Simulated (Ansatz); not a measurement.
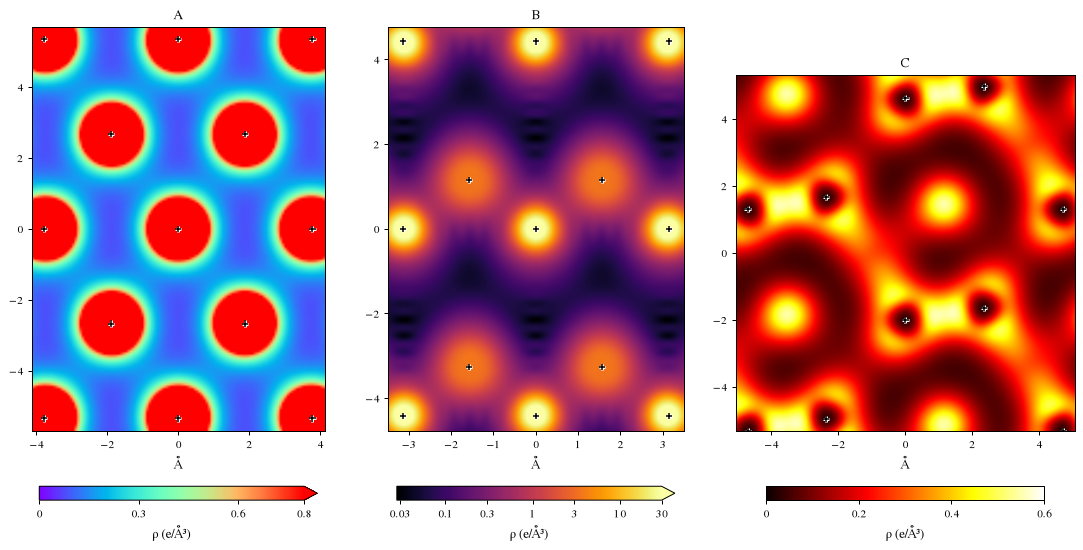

The valence charge density (pseudo) of 3 systems, each on a plane through atoms (crosses mark nuclei in the plane).

Computed with DFT r2SCAN, scalar-relativistic, plane waves, PAW (Ansatz 0.2.0).

System 1: Sn, the (101) plane of the conventional cell. Space group Im-3m; a structure from a database of computed crystals, not necessarily the ambient phase.

```
Sn
1.0
     3.78257    0.00000    0.00000
     0.00000    3.78257    0.00000
     0.00000    0.00000    3.78257
Sn
2
Direct
  0.50000 0.50000 0.50000
  0.00000 0.00000 0.00000
```

System 2: Si, the (101) plane of the conventional cell. Space group R-3; a structure from a database of computed crystals, not necessarily the ambient phase.

```cif
data_structure
_symmetry_space_group_name_H-M 'P 1'
_symmetry_Int_Tables_number 1
_cell_length_a 9.4310
_cell_length_b 9.4310
_cell_length_c 5.6662
_cell_angle_alpha 90.000
_cell_angle_beta 90.000
_cell_angle_gamma 120.000
_cell_volume 436.46
loop_
_atom_site_label
_atom_site_type_symbol
_atom_site_fract_x
_atom_site_fract_y
_atom_site_fract_z
_atom_site_occupancy
Si1 Si 0.93353 0.56504 0.08262 1
Si2 Si 0.60020 0.89837 0.41595 1
Si3 Si 0.26686 0.23170 0.74928 1
Si4 Si 0.73314 0.76830 0.25072 1
Si5 Si 0.39980 0.10163 0.58405 1
Si6 Si 0.06647 0.43496 0.91738 1
Si7 Si 0.66667 0.33333 0.04575 1
Si8 Si 0.33333 0.66667 0.37909 1
Si9 Si 0.00000 0.00000 0.71242 1
Si10 Si 0.03516 0.26686 0.25072 1
Si11 Si 0.70183 0.60020 0.58405 1
Si12 Si 0.36849 0.93353 0.91738 1
Si13 Si 0.23170 0.96484 0.25072 1
Si14 Si 0.89837 0.29817 0.58405 1
Si15 Si 0.56504 0.63151 0.91738 1
Si16 Si 0.63151 0.06647 0.08262 1
Si17 Si 0.29817 0.39980 0.41595 1
Si18 Si 0.96484 0.73314 0.74928 1
Si19 Si 0.00000 0.00000 0.28758 1
Si20 Si 0.66667 0.33333 0.62091 1
Si21 Si 0.33333 0.66667 0.95425 1
Si22 Si 0.43496 0.36849 0.08262 1
Si23 Si 0.10163 0.70183 0.41595 1
Si24 Si 0.76830 0.03516 0.74928 1
```

System 3: AlGaN2, the (100) plane of the calculation cell. Space group P-4m2; a structure from a database of computed crystals, not necessarily the ambient phase.

```yaml
crystal:
  lattice:
    - [-3.14088, 0.00000, 0.00000]
    - [0.00000, -3.14088, 0.00000]
    - [0.00000, 0.00000, 8.84768]
  atoms:
    - { symbol: Al, position: [0.50000, 0.50000, 0.25000] }
    - { symbol: Al, position: [0.50000, 0.50000, 0.75000] }
    - { symbol: Ga, position: [0.00000, 0.00000, 0.00000] }
    - { symbol: Ga, position: [0.00000, 0.00000, 0.50000] }
    - { symbol: N, position: [0.50000, 0.00000, 0.36913] }
    - { symbol: N, position: [0.50000, 0.00000, 0.86913] }
    - { symbol: N, position: [0.00000, 0.50000, 0.13087] }
    - { symbol: N, position: [0.00000, 0.50000, 0.63087] }
```

**Which map belongs to which system?**

Panel A is system 1, Sn: the plane holds Sn. Sn–Sn (3.28 Å): the density is about 0.17 e/Å³ at the midpoint. Panel B is system 3, AlGaN2: the plane holds Ga and N. Ga–N (1.95 Å): ρ is about 0.74 e/Å³ halfway. Panel C is system 2, Si: the plane holds Si. Si–Si (2.38 Å): ρ at the midpoint is about 0.55 e/Å³.
